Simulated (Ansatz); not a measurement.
# Single-point calculation, with input and output: Si

The run: single-point calculation of Si (8 atoms in the cell). Method and program: DFT LDA, scalar-relativistic, plane waves, PAW, no spin polarisation (Ansatz 0.2.0).

The structure derives from a Materials Project entry. It belongs to a series of runs on one base structure; here: cell sheared at random, sigma 0.1, atoms nudged by 0.01 A. Figures and captions count atoms from 1; the log counts them from 0 in places.

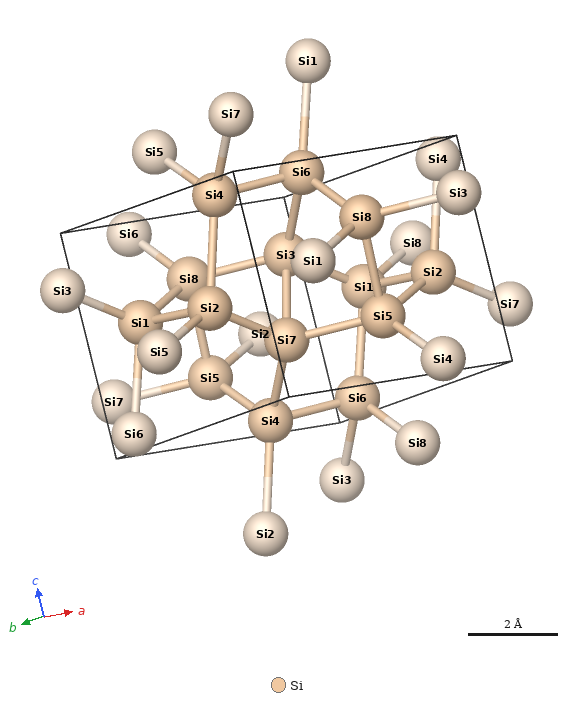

**Figure 1.** The structure as given in the input (ball-and-stick view of the cell of the calculation, seen at an oblique angle; neighbours outside the cell are drawn fainter; atoms are numbered from 1 in the order of the input). An atom can appear more than once, as a periodic image.

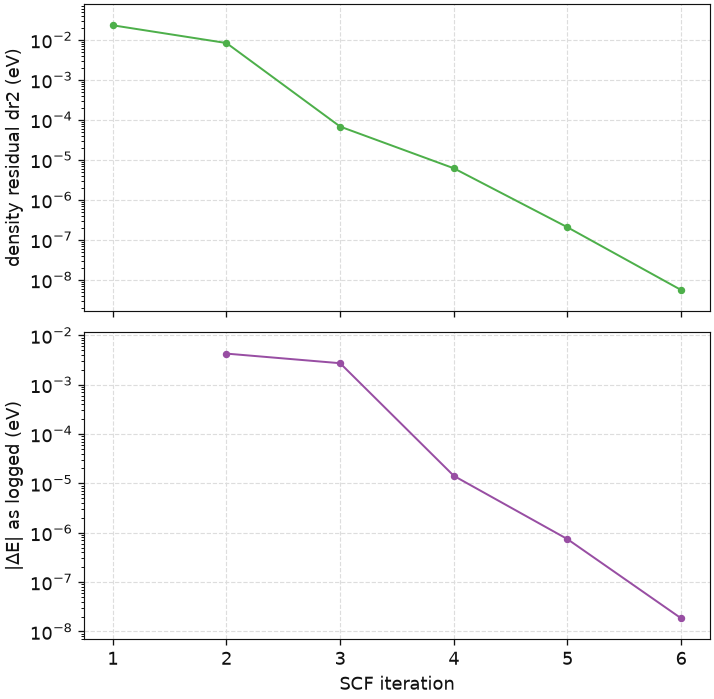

**Figure 2.** Convergence of the self-consistent field: density residual dr2 and size of the energy change against the SCF iteration. The residual falls at every step.

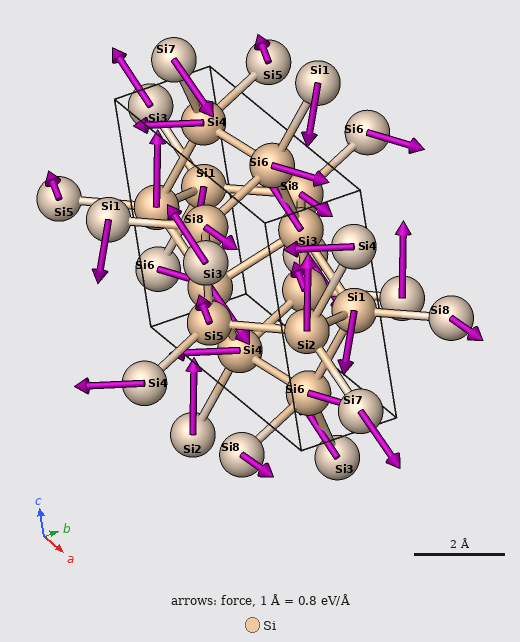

**Figure 3.** Forces on the atoms as pink arrows (ball-and-stick view of the cell of the calculation, seen slightly off an axis; neighbours outside the cell are drawn fainter; atoms are numbered from 1 in the order of the input). The largest act on Si2 (1.41 eV/Å); Si3, Si7 (1.34 eV/Å); Si4 (1.32 eV/Å); Si1 (1.20 eV/Å), among others. The geometry is not a stationary point of this energy.

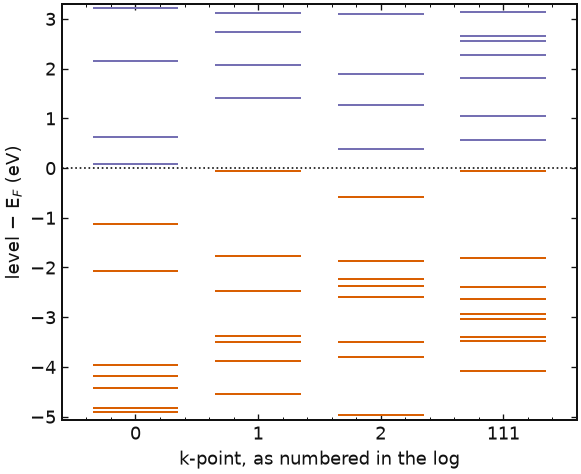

**Figure 4.** Kohn–Sham levels near the Fermi level (dotted) at the few k-points that the log prints; levels within 0.02 eV of each other stand side by side. The system is metallic on the full mesh.

The input that produced these results follows, with the program's output.

Input:
```yaml
crystal:
  lattice:
    - [4.6134107638, 2.3558043146, 1.8289713158]
    - [-4.7470984376, 2.7307308135, 1.6214947066]
    - [0.2578520356, -5.4048753253, 2.185907639]
  atoms:
    - { symbol: Si, position: [0.0229128196, 0.7198011361, 0.523792961] }
    - { symbol: Si, position: [0.9772310297, 0.2755730625, 0.4730493237] }
    - { symbol: Si, position: [0.7176794014, 0.7144007533, 0.7128568297] }
    - { symbol: Si, position: [0.2833566029, 0.4788482097, 0.9817370427] }
    - { symbol: Si, position: [0.4723511436, 0.97651212, 0.2781552377] }
    - { symbol: Si, position: [0.7204455987, 0.5268322462, 0.0249087542] }
    - { symbol: Si, position: [0.2826882545, 0.2857523862, 0.285857725] }
    - { symbol: Si, position: [0.5233351495, 0.0222800859, 0.7196421258] }
basis:
  ecutwfc: 420
kpoints:
  mp_grid: { grid: [6, 6, 6] }
hamiltonian:
  xc: lda
scf:
  occupations: { method: gaussian, width: 0.15 }
output:
  forces: true
  stress: true
  eigenvalues: true
```

Launched with:
```bash
ansatz run input.yaml --threads 2 --pin off --max-ram 5120MiB --backend cpu --events-out ev --progress --plain --runs-dir out
```

What the program printed:
```
Engine: ansatz 0.2.0, aarch64-unknown-linux-gnu
Pseudopotentials: kind: paw
Pseudopotential: Si, paw, valence charge 4, recommended cutoff 420 eV (normal), Si.paw.azcp
Functional definition: SPW92
  exchange = slater_x
  correlation = pw_c
Crystal: 8 atoms, lattice volume = 139.039 Å³
Basis set: ecut = 420 eV, 2725 PW (Γ)
Bands: 24, of which v1, the nominal top of the filled ones, is band 16 counted from 1 (15 counted from 0)
Symmetry: 1 space group operations
Space group: P1 (ITA 1), of the structure as read, at distance tolerance 5.2e-5 Å
k-points: 112 of 216 (time reversal used)
Non-local potential: Si, projectors of the file, l = 0: 2, l = 1: 2, l = 2: 2
PAW form: soft (Blöchl's): semilocal exchange-correlation on the pseudo side does not see the compensation charge
PAW frozen core: Si, regenerated for the run's functional, and the local potential with it (the file was generated under x = pbe(κ = 0.804, μ = 0.2195149727645171), c = pbe(β = 0.06672455060314922))
PAW one-centre angular grid: Si, 110 points (default); XC on 64 Gauss nodes
Initial density: superposition of atomic densities (neutral atoms: chi_scale 0, normalization atom), corrected by the library's trained network
Initial wavefunctions: pseudopotential atomic-orbital guess
Functional: x = slater, c = lda
SCF iter   1: F=—  HF=-4867.347719 eV  |F-HF|=—  |Δ(HF+E_count)|=         —  Δρ=4.33e-3  dr2=2.31e-2  ethr=1.77e-3  ⟨swp⟩=6.9  Hψ=15578  notcnv=0
preconditioner: auto → Kerker (q_TF=auto, 2.136 Å⁻¹)  [metal: Δε(μ)=0.011 eV  Ē_g=7.837 eV  σ=0.150 eV  W_gap=0.04  n_scr=18 (ndim 8)  ℏωp=17.8 eV  f_vac=0.000  D(μ)=1.00/eV (n_scr^D=0)]
SCF iter   2: F=—  HF=-4867.343456 eV  |F-HF|=—  |Δ(HF+E_count)|=   4.26e-3  Δρ=2.53e-3  dr2=8.32e-3  ethr=7.23e-5  ⟨swp⟩=1.0  Hψ=3588  notcnv=0
SCF iter   3: F=—  HF=-4867.340741 eV  |F-HF|=—  |Δ(HF+E_count)|=   2.72e-3  Δρ=2.30e-4  dr2=6.78e-5  ethr=2.60e-5  ⟨swp⟩=2.8  Hψ=4341  notcnv=0
SCF iter   4: F=—  HF=-4867.340726 eV  |F-HF|=—  |Δ(HF+E_count)|=   1.42e-5  Δρ=6.62e-5  dr2=6.15e-6  ethr=2.12e-7  ⟨swp⟩=2.0  Hψ=4214  notcnv=0
SCF iter   5: F=—  HF=-4867.340726 eV  |F-HF|=—  |Δ(HF+E_count)|=   7.40e-7  Δρ=9.81e-6  dr2=2.06e-7  ethr=1.92e-8  ⟨swp⟩=2.0  Hψ=4232  notcnv=0
SCF iter   6: F=-4867.340726 eV  HF=-4867.340726 eV  |F-HF|=2.56e-9  |Δ(HF+E_count)|=   1.84e-8  Δρ=1.43e-6  dr2=5.57e-9  ethr=3.13e-10  ⟨swp⟩=9.2  Hψ=12978  notcnv=0
SCF 1 converged in 6 iterations: F = -4867.340726 eV  dr2 = 5.57e-9
  greatest PAW one-centre occupation: 0.656 electrons in one spin orbital (limit 2), on the Si atom at site 1 (counted from 0), in its partial waves of l = 0
SCF converged after 6 iterations
Free energy (F): -4867.340726 eV
Harris-Foulkes:  -4867.340726 eV  (|F-HF|=2.56e-9)
Internal energy: -4867.329130 eV  (E = F + TS)
E sigma→0 (E₀):  -4867.334928 eV
Entropy (-TS):   -0.011596 eV (-1.450 meV/atom)
Fermi energy:    7.745935 eV
--- Per-component energies (eV) ---
  E_band       = 77.738357
  E_kinetic    = 329.351632
  E_local      = -140.805244  (includes V_loc(G=0)·N_el)
  E_nonlocal   = 217.308559
  E_hartree    = 37.967227
  E_xc         = -442.068108
  E_vxc        = -381.575209  (∫ρ·V_xc dr)
  E_paw        = -3888.600084  (= ΣΔE_a)
  E_vpaw       = -22.475765  (= ΣTr[D̂ρ^β])
  E_aug_tail   = 0.000047  (compensation charges beyond the density's cutoff)
  E_ewald      = -981.157805
  E_core_change = 0.674646  (= ΣΔE_core)
  E_smearing   = -0.011596  (= −TS)
  E_closure    = 0.000000  (closes the sum)
  Σ components = -4867.340726   (vs F -4867.340726, Δ=0.00e0)
--- Forces (eV/Å), atoms counted from 1 ---
  atom   1  Si     0.24833892     0.87430381    -0.78026470
  atom   2  Si    -0.40290305    -1.12663346     0.75093435
  atom   3  Si    -0.93490459    -0.95204981    -0.10210899
  atom   4  Si    -0.47060327    -0.43966459    -1.15235391
  atom   5  Si    -0.50919323    -0.35748196     0.06256824
  atom   6  Si     0.57964607     0.60095838     0.76323671
  atom   7  Si     0.95059179     0.93984805     0.13591237
  atom   8  Si     0.53902595     0.46072217     0.32207254
  max |Σ_I F_I| component: 3.37e-6 eV/Å
--- Stress (GPa, compression-positive) ---
        2.920516       9.365056      -1.127079
        9.365056       3.426062       8.703399
       -1.127079       8.703399       0.363848
  P = ⅓ Tr σ = 2.2368 GPa (22.368 kbar)
--- Band table (eV; the first three rows and the last of 112) ---
  k-point 0: bands = ["-5.1716", "-0.7357", "-0.6467", "-0.0107", "0.7101", "1.1719", "1.2792", "1.4603", "2.8384", "2.9168", "3.3150", "3.5618", "3.7852", "5.6784", "6.6121", "7.8284", "8.3639", "9.9075", "10.9667", "11.5069", "11.8994", "11.9290", "12.7148", "12.8629"]
  k-point 1: bands = ["-5.0192", "-1.5119", "-0.6137", "-0.0551", "0.3016", "1.0640", "1.5200", "2.0323", "2.6348", "3.2006", "3.8633", "4.2376", "4.3693", "5.2739", "5.9846", "7.6756", "9.1445", "9.8197", "10.4806", "10.8703", "11.1635", "11.6652", "12.1846", "12.7288"]
  k-point 2: bands = ["-4.5806", "-2.6268", "-0.6983", "-0.3610", "0.0476", "0.8783", "1.8471", "2.6607", "2.7788", "3.9382", "4.2362", "5.1512", "5.3697", "5.5088", "5.8707", "7.1644", "8.1271", "9.0164", "9.6272", "10.8520", "11.0736", "11.3056", "11.6617", "11.8576"]
  k-point 111: bands = ["-2.9929", "-2.4545", "-2.3630", "-1.5114", "-1.2504", "-0.8559", "3.6533", "4.2600", "4.3555", "4.7044", "4.8009", "5.1181", "5.3428", "5.9336", "7.6822", "8.3030", "8.7986", "9.5458", "10.0255", "10.3054", "10.3971", "10.8903", "11.0361", "11.0901"]
```

Key numbers:

```csv
quantity,value
outcome,converged
space group (tolerance 0.01 Å),P1 (1)
electrons treated,32
free energy,−4867.3407 eV
Fermi energy,7.746 eV
gap on the k-point mesh,none (metallic)
pressure,2.24 GPa
largest force (length of the vector),1.413 eV/Å
hardware,"2 threads of Arm Neoverse V2, 24 GiB of memory available, shared host"
wall time,13 s (CPU time 25 s)
peak memory,0.53 GiB
```
